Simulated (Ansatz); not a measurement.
**What a change does: single-point calculation on Cu**

System: Cu (P2₁/m, 8 atoms in the cell).
Method of run 1: DFT PBEsol, scalar-relativistic, plane waves, PAW, no spin polarisation (Ansatz 0.2.0).

The structure derives from a Materials Project entry. Text and figures count atoms from 1; the logs count them from 0 in places.

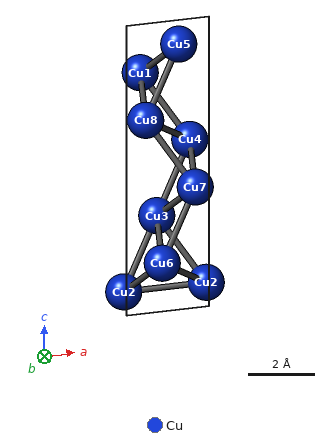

**Figure 1.** The structure as given in the input (ball-and-stick view of the cell of the calculation, along the b axis; atoms are numbered from 1 in the order of the input). An atom can appear more than once, as a periodic image.

### The input, run 1
```yaml
crystal:
  lattice:
    - [1.260295513, -2.182895861, 0.0]
    - [0.0, 0.0, -4.1165232698]
    - [8.065891283, 3.4926333777, 0.0]
  atoms:
    - { symbol: Cu, position: [0.1666666667, 0.75, 0.8333333333] }
    - { symbol: Cu, position: [-0.0333333333, 0.75, 0.0833333333] }
    - { symbol: Cu, position: [0.3666666667, 0.75, 0.3333333333] }
    - { symbol: Cu, position: [-0.2333333333, 0.75, 0.5833333333] }
    - { symbol: Cu, position: [-0.3666666667, 0.25, 0.9166666667] }
    - { symbol: Cu, position: [0.4333333333, 0.25, 0.1666666667] }
    - { symbol: Cu, position: [-0.1666666667, 0.25, 0.4166666667] }
    - { symbol: Cu, position: [0.2333333333, 0.25, 0.6666666667] }
basis:
  ecutwfc: 420
kpoints:
  mp_grid: { grid: [23, 14, 7] }
hamiltonian:
  xc: pbesol
scf:
  occupations: { method: gaussian, width: 0.15 }
output:
  forces: true
  stress: true
  eigenvalues: true
```

Command:
```bash
ansatz run input.yaml --threads 2 --pin off --max-ram 5120MiB --backend cpu --events-out ev --progress --plain --runs-dir out
```

Hardware: 2 threads of Intel Xeon @ 2.50GHz (Skylake/Cascade Lake), 16 GiB of memory available, shared host.

### Output, shortened to warnings, some set-up lines, iterations and results (run 1)
```
Basis set: ecut = 420 eV, 1761 PW (Γ), exchange–correlation on 36×60×120 points (8 copies of the dense FFT grid, shifted against one another)
Symmetry: 4 space group operations
k-points: 648 of 2254
Initial density: superposition of atomic densities (neutral atoms: chi_scale 0, normalization atom), corrected by the library's trained network
[...]
SCF iter   1: F=—  HF=-52709.654477 eV  |F-HF|=—  |Δ(HF+E_count)|=         —  Δρ=2.15e-2  dr2=2.15e-1  ethr=1.77e-3  ⟨swp⟩=4.9  Hψ=184895  notcnv=0  defer=2124
SCF iter   2: F=—  HF=-52709.607497 eV  |F-HF|=—  |Δ(HF+E_count)|=   4.70e-2  Δρ=2.59e-3  dr2=4.08e-3  ethr=1.42e-4  ⟨swp⟩=2.0  Hψ=98061  notcnv=0  defer=5669
SCF iter   3: F=—  HF=-52709.605441 eV  |F-HF|=—  |Δ(HF+E_count)|=   2.06e-3  Δρ=2.45e-3  dr2=3.71e-3  ethr=2.68e-6  ⟨swp⟩=2.8  Hψ=101180  notcnv=0  defer=5669
SCF iter   4: F=—  HF=-52709.604158 eV  |F-HF|=—  |Δ(HF+E_count)|=   1.28e-3  Δρ=2.66e-4  dr2=7.41e-5  ethr=2.44e-6  ⟨swp⟩=2.3  Hψ=74289  notcnv=0  defer=5669
SCF iter   5: F=—  HF=-52709.604218 eV  |F-HF|=—  |Δ(HF+E_count)|=   6.02e-5  Δρ=9.29e-5  dr2=1.47e-5  ethr=4.88e-8  ⟨swp⟩=2.2  Hψ=93002  notcnv=0  defer=5669
SCF iter   6: F=—  HF=-52709.604188 eV  |F-HF|=—  |Δ(HF+E_count)|=   2.98e-5  Δρ=9.62e-5  dr2=1.14e-5  ethr=9.69e-9  ⟨swp⟩=2.0  Hψ=81153  notcnv=0  defer=5669
SCF iter   7: F=—  HF=-52709.604187 eV  |F-HF|=—  |Δ(HF+E_count)|=   1.51e-6  Δρ=1.60e-5  dr2=1.01e-6  ethr=7.48e-9  ⟨swp⟩=2.3  Hψ=78754  notcnv=0  defer=5669
SCF iter   8: F=—  HF=-52709.604187 eV  |F-HF|=—  |Δ(HF+E_count)|=   1.10e-7  Δρ=6.94e-6  dr2=1.03e-7  ethr=6.64e-10  ⟨swp⟩=2.2  Hψ=80500  notcnv=0  defer=5669
SCF iter   9: F=-52709.604187 eV  HF=-52709.604187 eV  |F-HF|=8.53e-9  |Δ(HF+E_count)|=   4.74e-9  Δρ=2.17e-6  dr2=8.14e-9  ethr=6.58e-11  ⟨swp⟩=7.3  Hψ=231948  notcnv=0
SCF 1 converged in 9 iterations: F = -52709.604187 eV  dr2 = 8.14e-9
SCF converged after 9 iterations
Free energy (F): -52709.604187 eV
Harris-Foulkes:  -52709.604187 eV  (|F-HF|=8.53e-9)
Internal energy: -52709.574104 eV  (E = F + TS)
E sigma→0 (E₀):  -52709.589145 eV
Entropy (-TS):   -0.030083 eV (-3.760 meV/atom)
Fermi energy:    17.486560 eV
--- Per-component energies (eV) ---
  E_band       = -2768.372658
  E_kinetic    = 2406.304474
  E_local      = -31856.610564  (includes V_loc(G=0)·N_el)
  E_nonlocal   = 3130.862893
  E_hartree    = 14034.370199
  E_xc         = -715.333357
  E_vxc        = -927.284069  (∫ρ·V_xc dr)
  E_paw        = -13008.031172  (= ΣΔE_a)
  E_vpaw       = -3590.387221  (= ΣTr[D̂ρ^β])
  E_aug_tail   = 0.002103  (compensation charges beyond the density's cutoff)
  E_ewald      = -26702.788297
  E_core_change = 1.649618  (= ΣΔE_core)
  E_smearing   = -0.030083  (= −TS)
  E_closure    = -0.000000  (closes the sum)
  Σ components = -52709.604187   (vs F -52709.604187, Δ=0.00e0)
--- Forces (eV/Å), atoms counted from 1 ---
  atom   1  Cu    -1.08494380    -0.93221775     0.00000000
  atom   2  Cu     0.79563908     0.68888100     0.00000000
  atom   3  Cu     0.04500991     0.01975849     0.00000000
  atom   4  Cu    -0.02925269    -0.01685073     0.00000000
  atom   5  Cu    -0.79563908    -0.68888100     0.00000000
  atom   6  Cu     1.08494380     0.93221775     0.00000000
  atom   7  Cu     0.02925269     0.01685073     0.00000000
  atom   8  Cu    -0.04500991    -0.01975849     0.00000000
  max |Σ_I F_I| component: 1.63e-16 eV/Å
--- Stress (GPa, compression-positive) ---
        5.912207       6.297705      -0.000000
        6.297706       2.807207       0.000000
       -0.000000       0.000000      -1.516464
  P = ⅓ Tr σ = 2.4010 GPa (24.010 kbar)
```

The input of run 2 differs as follows (lines with − go, lines with + come):
```diff
-    - [8.065891283, 3.4926333777, 0.0]
+    - [7.8138321804, 3.9292125499, 0.0]
-    - { symbol: Cu, position: [0.1666666667, 0.75, 0.8333333333] }
-    - { symbol: Cu, position: [-0.0333333333, 0.75, 0.0833333333] }
-    - { symbol: Cu, position: [0.3666666667, 0.75, 0.3333333333] }
-    - { symbol: Cu, position: [-0.2333333333, 0.75, 0.5833333333] }
-    - { symbol: Cu, position: [-0.3666666667, 0.25, 0.9166666667] }
-    - { symbol: Cu, position: [0.4333333333, 0.25, 0.1666666667] }
-    - { symbol: Cu, position: [-0.1666666667, 0.25, 0.4166666667] }
-    - { symbol: Cu, position: [0.2333333333, 0.25, 0.6666666667] }
+    - { symbol: Cu, position: [0.3333333333, 0.75, 0.8333333333] }
+    - { symbol: Cu, position: [-0.0166666667, 0.75, 0.0833333333] }
+    - { symbol: Cu, position: [0.4333333333, 0.75, 0.3333333333] }
+    - { symbol: Cu, position: [-0.1166666667, 0.75, 0.5833333333] }
+    - { symbol: Cu, position: [-0.1833333333, 0.25, 0.9166666667] }
+    - { symbol: Cu, position: [0.4666666667, 0.25, 0.1666666667] }
+    - { symbol: Cu, position: [-0.0833333333, 0.25, 0.4166666667] }
+    - { symbol: Cu, position: [0.3666666667, 0.25, 0.6666666667] }
```

What does this change do to the results?

With the same functional and potentials, run 2 lies 41.6 meV per atom lower. The pressure goes from 2.40 to 0.87 GPa. The largest force goes from 1.430 to 0.642 eV/Å. The SCF takes 8 iterations against 9. The plane waves at Γ go from 1761 to 1767.

### Output, shortened to warnings, some set-up lines, iterations and results (run 2)
```
Basis set: ecut = 420 eV, 1767 PW (Γ), exchange–correlation on 36×60×120 points (8 copies of the dense FFT grid, shifted against one another)
Symmetry: 4 space group operations
k-points: 648 of 2254
Initial density: superposition of atomic densities (neutral atoms: chi_scale 0, normalization atom), corrected by the library's trained network
[...]
SCF iter   1: F=—  HF=-52709.988520 eV  |F-HF|=—  |Δ(HF+E_count)|=         —  Δρ=2.19e-2  dr2=2.23e-1  ethr=1.77e-3  ⟨swp⟩=4.9  Hψ=188217  notcnv=0  defer=2061
SCF iter   2: F=—  HF=-52709.940106 eV  |F-HF|=—  |Δ(HF+E_count)|=   4.84e-2  Δρ=2.64e-3  dr2=3.90e-3  ethr=1.47e-4  ⟨swp⟩=2.0  Hψ=97720  notcnv=0  defer=5789
SCF iter   3: F=—  HF=-52709.938046 eV  |F-HF|=—  |Δ(HF+E_count)|=   2.06e-3  Δρ=2.50e-3  dr2=3.62e-3  ethr=2.56e-6  ⟨swp⟩=2.8  Hψ=100514  notcnv=0  defer=5789
SCF iter   4: F=—  HF=-52709.936733 eV  |F-HF|=—  |Δ(HF+E_count)|=   1.31e-3  Δρ=2.50e-4  dr2=2.08e-5  ethr=2.38e-6  ⟨swp⟩=2.3  Hψ=74907  notcnv=0  defer=5789
SCF iter   5: F=—  HF=-52709.936788 eV  |F-HF|=—  |Δ(HF+E_count)|=   5.53e-5  Δρ=6.05e-5  dr2=2.59e-6  ethr=1.37e-8  ⟨swp⟩=2.0  Hψ=103061  notcnv=0  defer=5789
SCF iter   6: F=—  HF=-52709.936755 eV  |F-HF|=—  |Δ(HF+E_count)|=   3.33e-5  Δρ=3.04e-5  dr2=6.42e-7  ethr=1.71e-9  ⟨swp⟩=2.0  Hψ=80784  notcnv=0  defer=5789
SCF iter   7: F=—  HF=-52709.936755 eV  |F-HF|=—  |Δ(HF+E_count)|=   1.06e-7  Δρ=1.24e-5  dr2=1.24e-7  ethr=4.22e-10  ⟨swp⟩=2.0  Hψ=80885  notcnv=0  defer=5789
SCF iter   8: F=-52709.936755 eV  HF=-52709.936755 eV  |F-HF|=9.43e-9  |Δ(HF+E_count)|=   2.99e-8  Δρ=2.24e-6  dr2=1.11e-8  ethr=6.58e-11  ⟨swp⟩=8.1  Hψ=243870  notcnv=0
SCF 1 converged in 8 iterations: F = -52709.936755 eV  dr2 = 1.11e-8
SCF converged after 8 iterations
Free energy (F): -52709.936755 eV
Harris-Foulkes:  -52709.936755 eV  (|F-HF|=9.43e-9)
Internal energy: -52709.907431 eV  (E = F + TS)
E sigma→0 (E₀):  -52709.922093 eV
Entropy (-TS):   -0.029324 eV (-3.666 meV/atom)
Fermi energy:    17.499789 eV
--- Per-component energies (eV) ---
  E_band       = -2767.583716
  E_kinetic    = 2405.547232
  E_local      = -31807.008944  (includes V_loc(G=0)·N_el)
  E_nonlocal   = 3129.359655
  E_hartree    = 14010.076720
  E_xc         = -715.235531
  E_vxc        = -927.149889  (∫ρ·V_xc dr)
  E_paw        = -13006.981350  (= ΣΔE_a)
  E_vpaw       = -3588.485045  (= ΣTr[D̂ρ^β])
  E_aug_tail   = 0.002094  (compensation charges beyond the density's cutoff)
  E_ewald      = -26727.316923
  E_core_change = 1.649618  (= ΣΔE_core)
  E_smearing   = -0.029324  (= −TS)
  E_closure    = -0.000000  (closes the sum)
  Σ components = -52709.936755   (vs F -52709.936755, Δ=0.00e0)
--- Forces (eV/Å), atoms counted from 1 ---
  atom   1  Cu    -0.24039428    -0.59518978     0.00000000
  atom   2  Cu     0.17199021     0.43045331     0.00000000
  atom   3  Cu     0.02346656     0.00217341     0.00000000
  atom   4  Cu    -0.00981974    -0.00464495     0.00000000
  atom   5  Cu    -0.17199021    -0.43045331     0.00000000
  atom   6  Cu     0.24039428     0.59518978     0.00000000
  atom   7  Cu     0.00981974     0.00464495     0.00000000
  atom   8  Cu    -0.02346656    -0.00217341     0.00000000
  max |Σ_I F_I| component: 2.78e-17 eV/Å
--- Stress (GPa, compression-positive) ---
        0.193631       3.377261       0.000000
        3.377260       2.433746       0.000000
        0.000000       0.000000      -0.016746
  P = ⅓ Tr σ = 0.8702 GPa (8.702 kbar)
```

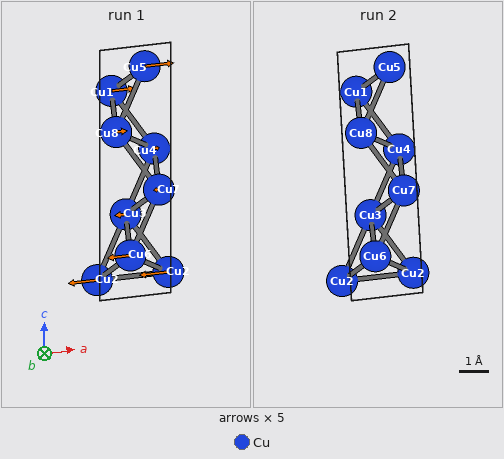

**Figure 2.** The two input geometries at one scale (ball-and-stick view of the cell of the calculation, along the b axis). The orange arrows on the first give the shifts of the atoms relative to the cell, with their mean removed, magnified 5 times. The largest moves relative to the cell, 0.21 Å, are those of Cu2 and Cu5. (The mean shift of all atoms is removed.) The drawn cell changes at constant volume: a stays at 2.521 Å, b stays at 4.117 Å, c 8.790 → 8.746 Å (−0.5 %), β 83.4° → 86.7°. Among the contacts that change: Cu2–Cu5 2.715 → 2.571 Å, Cu1–Cu2 2.197 → 2.310 Å.

### The two runs side by side

| quantity | run 1 | run 2 |
| --- | --- | --- |
| outcome | converged | converged |
| free energy per atom (eV) | −6588.7005 | −6588.7421 |
| energy per atom, smearing taken to zero (eV) | −6588.6986 | −6588.7403 |
| gap on the mesh (eV) | 0.00 | 0.00 |
| pressure (GPa) | 2.40 | 0.87 |
| largest force (eV/Å) | 1.430 | 0.642 |
| SCF iterations | 9 | 8 |
| irreducible k-points | 648 | 648 |
| plane waves at Γ | 1761 | 1767 |
| wall time (shared host) | 2.4 min | 2.2 min |
